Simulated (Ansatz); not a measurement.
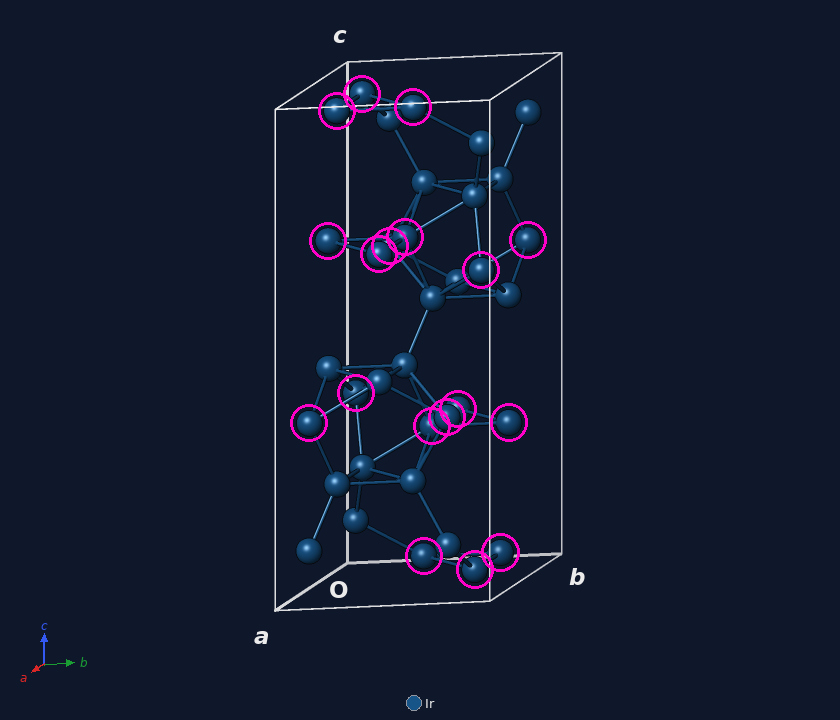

For Ir, coordinates from a relaxation with DFT PBE, scalar-relativistic, plane waves, PAW (Ansatz 0.2.0); the starting structure was generated, so it need not be a known form of this composition: one unit cell; the ringed atoms, with their copies on corners, edges and faces, form one crystallographic orbit. Geometry calculated from the standardised cell; symmetry tolerance 0.002 Å.

a = 7.082 Å, b = 7.082 Å, c = 16.700 Å, α = 90.00°, β = 90.00°, γ = 120.00°; space group No. 166, R-3m, hexagonal axes.

**Which Wyckoff position do the ringed atoms fill?**

Ir on 18h, site symmetry .m: 36 operations a cell over 2 that keep the site give 18 atoms, with 2 free parameters.

**One of them lies at (0.214, 0.786, 0.027). List the coordinates of all.**

(0.214, 0.786, 0.027); (0.214, 0.428, 0.027); (0.572, 0.786, 0.027); (0.453, 0.547, 0.307); (0.095, 0.547, 0.307); (0.453, 0.905, 0.307); (0.881, 0.119, 0.360); (0.881, 0.762, 0.360); (0.238, 0.119, 0.360); (0.119, 0.881, 0.640); (0.762, 0.881, 0.640); (0.119, 0.238, 0.640); (0.547, 0.453, 0.693); (0.547, 0.095, 0.693); (0.905, 0.453, 0.693); (0.786, 0.214, 0.973); (0.428, 0.214, 0.973); (0.786, 0.572, 0.973).
